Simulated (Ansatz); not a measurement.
Given this structure:

```cif
data_structure
_symmetry_space_group_name_H-M 'P 1'
_symmetry_Int_Tables_number 1
_cell_length_a 4.8408
_cell_length_b 4.8408
_cell_length_c 4.8408
_cell_angle_alpha 90.000
_cell_angle_beta 90.000
_cell_angle_gamma 90.000
_cell_volume 113.44
loop_
_atom_site_label
_atom_site_type_symbol
_atom_site_fract_x
_atom_site_fract_y
_atom_site_fract_z
_atom_site_occupancy
Mg1 Mg 0.00000 0.50000 0.50000 1
Mg2 Mg 0.50000 0.50000 0.00000 1
Mg3 Mg 0.50000 0.00000 0.50000 1
Mg4 Mg 0.00000 0.00000 0.00000 1
O1 O 0.41163 0.08837 0.91163 1
O2 O 0.08837 0.91163 0.41163 1
O3 O 0.91163 0.41163 0.08837 1
O4 O 0.58837 0.58837 0.58837 1
O5 O 0.41163 0.41163 0.41163 1
O6 O 0.08837 0.58837 0.91163 1
O7 O 0.91163 0.08837 0.58837 1
O8 O 0.58837 0.91163 0.08837 1
```

Q: What would you see if this were drawn?

A: Its composition is MgO$_{2}$. The atoms follow space group Pa-3 (No. 205); the Bravais lattice is primitive cubic. This arrangement goes by the name pyrite. The cell comprises 4 formula units: 4 Mg, 8 O. Neighbours within bonding distance: Mg 6 and O 4.

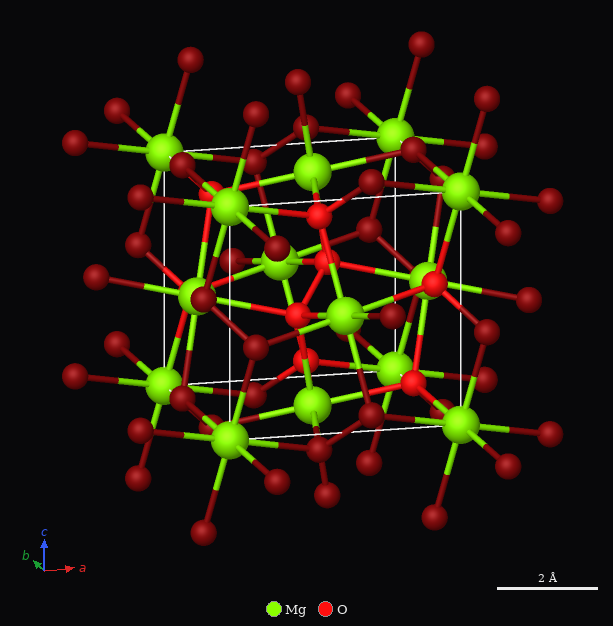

Shown here is a ball-and-stick view of the crystal, taken slightly off an axis. Thin lines show the conventional unit cell, with boundary atoms drawn in all their periodic places. Neighbours across the faces are drawn wherever a bond reaches them, in fainter colours.

It goes back to a structure listed in the Materials Project. Earlier steps of the study may have refined or changed the cell and positions. It was run through Ansatz as a DFT input.
